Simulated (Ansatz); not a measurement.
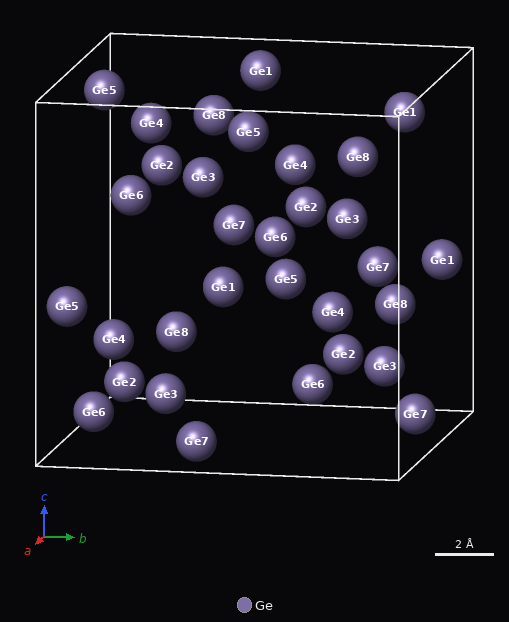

*The structure as given in the input (spheres-only view of the cell 4 times as large as that of the calculation, set on its symmetry axes, seen slightly off an axis; atoms are numbered from 1 in the order of the input).*

# Ge: geometry relaxation (part 1 of 2)

Ge (Fd-3m, 8 atoms in the cell), computed with DFT PBE, scalar-relativistic, plane waves, PAW, no spin polarisation (Ansatz 0.2.0).

The structure was made by a generator, so it may or may not be a known phase. Figures and captions count atoms from 1; the log counts them from 0 in places.

**Output**
```
Engine: ansatz 0.2.0, aarch64-unknown-linux-gnu
Pseudopotentials: kind: paw
Pseudopotential: Ge, paw, valence charge 14, recommended cutoff 420 eV (normal), Ge.paw.azcp
Functional definition: PBE
  parameter kappa = 0.804
  parameter beta = 0.06672455060314922
  exchange = pbe_x(kappa = kappa, mu = beta*pi^2/3)
  correlation = pbe_c(beta = beta)
Crystal: 8 atoms, lattice volume = 537.139 Å³
Basis set: ecut = 420 eV, 10489 PW (Γ), exchange–correlation on 128×128×128 points (8 copies of the dense FFT grid, shifted against one another)
Bands: 68, of which v1, the nominal top of the filled ones, is band 56 counted from 1 (55 counted from 0)
Symmetry: 48 space group operations
Space group: Fd-3m (ITA 227), of the structure as read, at distance tolerance 8.1e-5 Å
k-points: 16 of 216
Non-local potential: Ge, projectors of the file, l = 0: 2, l = 1: 2, l = 2: 3, l = 3: 1
PAW form: soft (Blöchl's): semilocal exchange-correlation on the pseudo side does not see the compensation charge
PAW one-centre angular grid: Ge, 590 points (default); XC on 64 Gauss nodes
Initial density: superposition of atomic densities (neutral atoms: chi_scale 0, normalization atom), corrected by the library's trained network
Initial wavefunctions: pseudopotential atomic-orbital guess
Functional: x = pbe(κ = 0.804, μ = 0.2195149727645171), c = pbe(β = 0.06672455060314922)
SCF iter   1: F=—  HF=-34352.255153 eV  |F-HF|=—  |Δ(HF+E_count)|=         —  Δρ=2.24e-3  dr2=3.43e-2  ethr=1.77e-3  ⟨swp⟩=6.2  Hψ=3905  notcnv=0  defer=5
preconditioner: auto → LDOS  [metal: Δε(μ)=0.010 eV  Ē_g=21.487 eV  σ=0.100 eV  W_gap=0.06  n_scr=64 (ndim 8)  ℏωp=17.0 eV  f_vac=0.553  D(μ)=4.96/eV (n_scr^D=14)  β→1.0]
SCF iter   2: F=—  HF=-34352.255097 eV  |F-HF|=—  |Δ(HF+E_count)|=   5.62e-5  Δρ=7.62e-4  dr2=4.84e-3  ethr=3.06e-5  ⟨swp⟩=3.0  Hψ=2225  notcnv=0  defer=35
SCF iter   3: F=—  HF=-34352.256868 eV  |F-HF|=—  |Δ(HF+E_count)|=   1.77e-3  Δρ=5.52e-4  dr2=3.90e-3  ethr=4.32e-6  ⟨swp⟩=2.0  Hψ=1952  notcnv=0  defer=35
SCF iter   4: F=—  HF=-34352.255496 eV  |F-HF|=—  |Δ(HF+E_count)|=   1.37e-3  Δρ=7.35e-5  dr2=2.22e-5  ethr=3.49e-6  ⟨swp⟩=2.2  Hψ=1919  notcnv=0  defer=35
SCF iter   5: F=—  HF=-34352.255357 eV  |F-HF|=—  |Δ(HF+E_count)|=   1.39e-4  Δρ=2.78e-5  dr2=3.16e-6  ethr=1.98e-8  ⟨swp⟩=2.0  Hψ=1931  notcnv=0  defer=35
SCF iter   6: F=—  HF=-34352.255354 eV  |F-HF|=—  |Δ(HF+E_count)|=   3.22e-6  Δρ=5.94e-6  dr2=2.04e-7  ethr=2.82e-9  ⟨swp⟩=2.0  Hψ=1921  notcnv=0  defer=35
SCF iter   7: F=-34352.255354 eV  HF=-34352.255354 eV  |F-HF|=5.07e-8  |Δ(HF+E_count)|=   1.78e-7  Δρ=2.67e-6  dr2=4.31e-8  ethr=8.93e-11  ⟨swp⟩=16.1  Hψ=8042  notcnv=0
SCF 1 converged in 7 iterations: F = -34352.255354 eV  dr2 = 4.31e-8
  greatest PAW one-centre occupation: 0.998 electrons in one spin orbital (limit 2), on the Ge atom at site 6 (counted from 0), in its partial waves of l = 2
relax step   1: F+E_penalty+E_count = -34352.25535364 eV  Δ(F+E_penalty+E_count) = +0.000e0 eV  max|allowed force component| = 2.136e-3 eV/Å  Δτ_max = 0.0000 Å  P = +0.030 GPa  Ω = 537.139 Å³  (7 SCF iters, dr2 threshold 1.00e-7 eV, accepted)
Initial density: handed on by an earlier stage of this run
Initial wavefunctions: pseudopotential atomic-orbital guess (no wavefunctions were taken with the density)
iter 1 solved again at ethr=1.98e-7 eV; its pass at ethr=3.10e-3 eV (dr2=2.21e-4 eV) is discarded
SCF iter   1: F=—  HF=-34352.255544 eV  |F-HF|=—  |Δ(HF+E_count)|=         —  Δρ=1.85e-6  dr2=3.77e-8  ethr=1.98e-7  ⟨swp⟩=3.1  Hψ=6469  notcnv=0
eigensolver tolerance schedule: the retry pair's looser diagonalisation over-reported the residual by 5878.09 of it (diagonalisation noise at 0.60 of the residual, at the tolerance the schedule requests for it); recorded, not acted on — ethr = c·dr2/N_el stays at c = 1.0e-1
preconditioner: auto → LDOS  [metal: Δε(μ)=0.011 eV  Ē_g=21.527 eV  σ=0.100 eV  W_gap=0.06  n_scr=64 (ndim 8)  ℏωp=17.0 eV  f_vac=0.557  D(μ)=5.00/eV (n_scr^D=14)  β→1.0]
SCF iter   2: F=—  HF=-34352.255354 eV  |F-HF|=—  |Δ(HF+E_count)|=   1.90e-4  Δρ=1.59e-6  dr2=3.62e-8  ethr=3.36e-11  ⟨swp⟩=3.0  Hψ=2894  notcnv=0
SCF iter   3: F=—  HF=-34352.255354 eV  |F-HF|=—  |Δ(HF+E_count)|=   1.12e-8  Δρ=5.13e-7  dr2=6.67e-10  ethr=3.23e-11  ⟨swp⟩=3.0  Hψ=2061  notcnv=0
SCF iter   4: F=—  HF=-34352.255354 eV  |F-HF|=—  |Δ(HF+E_count)|=  2.40e-10  Δρ=3.45e-7  dr2=2.95e-10  ethr=1.00e-12  ⟨swp⟩=2.0  Hψ=1988  notcnv=0
SCF iter   5: F=-34352.255354 eV  HF=-34352.255354 eV  |F-HF|=7.28e-12  |Δ(HF+E_count)|=  3.64e-10  Δρ=6.33e-8  dr2=1.75e-11  ethr=1.00e-12  ⟨swp⟩=6.6  Hψ=5777  notcnv=0
SCF 2 converged in 5 iterations: F = -34352.255354 eV  dr2 = 1.75e-11
  greatest PAW one-centre occupation: 0.998 electrons in one spin orbital (limit 2), on the Ge atom at site 7 (counted from 0), in its partial waves of l = 2
relax step   2: F+E_penalty+E_count = -34352.25535367 eV  Δ(F+E_penalty+E_count) = -2.920e-8 eV  max|allowed force component| = 2.162e-3 eV/Å  Δτ_max = 0.0000 Å  P = +0.030 GPa  Ω = 537.139 Å³  stress off target by 2.99e-2 GPa  SCF on the basis re-selected at this cell (its energy is not comparable with the rows above)  (5 SCF iters)
```

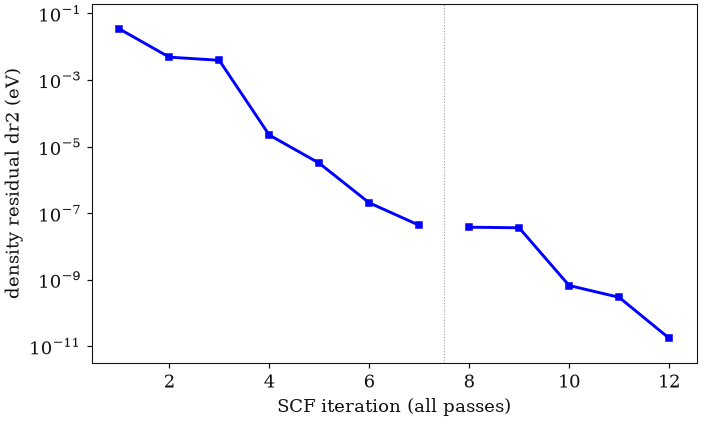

*Convergence of the self-consistent field: density residual dr2 against the SCF iteration. The dotted lines part the SCF passes of the relaxation: geometry steps, rejected trials and re-solves on a re-selected basis.*

The passes take 7 and 5 iterations.

```
basis re-selected at this cell: Δ(F+E_penalty+E_count) = -2.920e-8 eV, ΔP = -0.000 GPa vs the last step (what re-selecting the basis moved, of the pressure what is left beyond the Pulay correction that the steps carried, after the strain that the cell walked since its last selection, with what the two solves' SCF thresholds leave and, on support functions, any second-order correction that the steps lacked; it is no measure of the basis error at this ecutwfc). This SCF's stress stands 2.99e-2 GPa from its target on what of the cell is left free (relax.cell.stress_tol is 5.00e-2 GPa) and its largest allowed force component is 2.16e-3 eV/Å (relax.f_tol is 1.00e-2 eV/Å): within both
WARN: The output density's exchange-correlation potential varies sharply where the density is thin. Do not read a vacuum level from v_tot or v_xc, or from such a field of the output density. On a cell that repeats whose density bears no net charge and no dipole along the vacuum's axis use v_es (v_loc + v_h of the components); under efield.dipole_correction with no amplitude use v_es + v_field, which holds any external_charges[].barrier, or the levels of the report's work_function block, which leave it out; under a non-zero efield.amplitude the vacuum is tilted and has no level; on a cell that repeats and bears such a dipole with no correction it is tilted too, and efield.dipole_correction with no amplitude gives each side of its ramp a level where efield: is served; in a cell that repeats whose density bears a net charge (total_charge, or a fill off its count) it is curved and has none; of a slab under crystal.periodic whose density bears no net charge use v_es, which has a level on each side, short of where the two are joined; of another it falls or rises all the way out and has none; of a slab beside external_charges read slab_vacuum_level instead, which it has where they leave it neutral. The grid or the basis barely resolves most such structure, and the values can differ between equally converged runs; as a rule a tighter scf.convergence.dr2_threshold does not remove it. Where the density itself ripples (under the LDA too) a higher basis.ecutwfc lessens it. The files hold the spikes' plane waves up to the density's cutoff. Files: v_tot_of_output_density and the like, and their columns of v_z.tsv (output.write_potential); v_xc_of_output_density and the like, and their columns of v_comp_z.tsv (output.write_potential_components). Measured: with its Gaussian average of σ = 0.25 Å subtracted twice, the exchange-correlation potential is over 0.1 eV at 2974 of the grid points where the equally averaged density (valence and model cores) is under 1e-3 e/Å³, and 1.58 eV at the most among them, at an averaged density of 2.2e-5 e/Å³. The input density's (outcome.potential() and, of a run that writes arrays, v_tot and v_xc) is over 0.1 eV, so measured, at 2974 points of its own thin density, 1.58 eV at the most. See output.write_potential in the manual, Limitations
SCF converged after 5 iterations
Free energy (F): -34352.255354 eV
Harris-Foulkes:  -34352.255354 eV  (|F-HF|=7.28e-12)
Internal energy: -34352.230365 eV  (E = F + TS)
E sigma→0 (E₀):  -34352.242859 eV
Entropy (-TS):   -0.024989 eV (-3.124 meV/atom)
Fermi energy:    -0.166136 eV
--- Per-component energies (eV) ---
  E_band       = -2151.320888
  E_kinetic    = 878.305618
  E_local      = -34365.886220  (includes V_loc(G=0)·N_el)
  E_nonlocal   = 3332.345521
  E_hartree    = 15490.939594
  E_xc         = -596.195524
  E_vxc        = -504.512261  (∫ρ·V_xc dr)
  E_paw        = -16142.542168  (= ΣΔE_a)
  E_vpaw       = -2473.454359  (= ΣTr[D̂ρ^β])
  E_aug_tail   = 0.002466  (compensation charges beyond the density's cutoff)
  E_ewald      = -2949.199653
  E_smearing   = -0.024989  (= −TS)
  E_closure    = -0.000000  (closes the sum)
  Σ components = -34352.255354   (vs F -34352.255354, Δ=0.00e0)
--- Forces (eV/Å), atoms counted from 1 ---
  atom   1  Ge    -0.00216198     0.00216198     0.00216198
  atom   2  Ge     0.00216198     0.00216198     0.00216198
  atom   3  Ge    -0.00216198    -0.00216198     0.00216198
  atom   4  Ge    -0.00216198     0.00216198    -0.00216198
  atom   5  Ge     0.00216198    -0.00216198     0.00216198
  atom   6  Ge    -0.00216198    -0.00216198    -0.00216198
  atom   7  Ge     0.00216198     0.00216198    -0.00216198
  atom   8  Ge     0.00216198    -0.00216198    -0.00216198
  max |Σ_I F_I| component: 3.99e-17 eV/Å
--- Stress (GPa, compression-positive) ---
        0.029893       0.000000       0.000000
        0.000000       0.029893       0.000000
        0.000000       0.000000       0.029893
  P = ⅓ Tr σ = 0.0299 GPa (0.299 kbar)
--- Band table (eV; the first three rows and the last of 16) ---
  k-point 0: bands = ["-25.1374", "-24.9884", "-24.9884", "-24.9884", "-24.9596", "-24.9596", "-24.9596", "-24.9552", "-24.9552", "-24.8760", "-24.8760", "-24.8549", "-24.8441", "-24.8441", "-24.8441", "-24.8298", "-24.8298", "-24.8298", "-24.8292", "-24.8292", "-24.8292", "-24.8218", "-24.8218", "-24.8218", "-24.7990", "-24.7990", "-24.7990", "-24.7960", "-24.7960", "-24.7802", "-24.7802", "-24.7708", "-24.7708", "-24.7708", "-24.6951", "-24.6951", "-24.6951", "-24.6845", "-24.6845", "-24.6845", "-11.8344", "-10.9474", "-8.9669", "-8.9669", "-8.9669", "-5.7519", "-5.7519", "-5.7519", "-5.0238", "-1.8032", "-1.8032", "-1.8032", "-1.5232", "-1.5232", "-0.6729", "-0.6729", "-0.6729", "0.6592", "0.6592", "1.3776", "1.3776", "1.3776", "2.1955", "2.8809", "4.0838", "4.0838", "4.0838", "4.9781"]
```
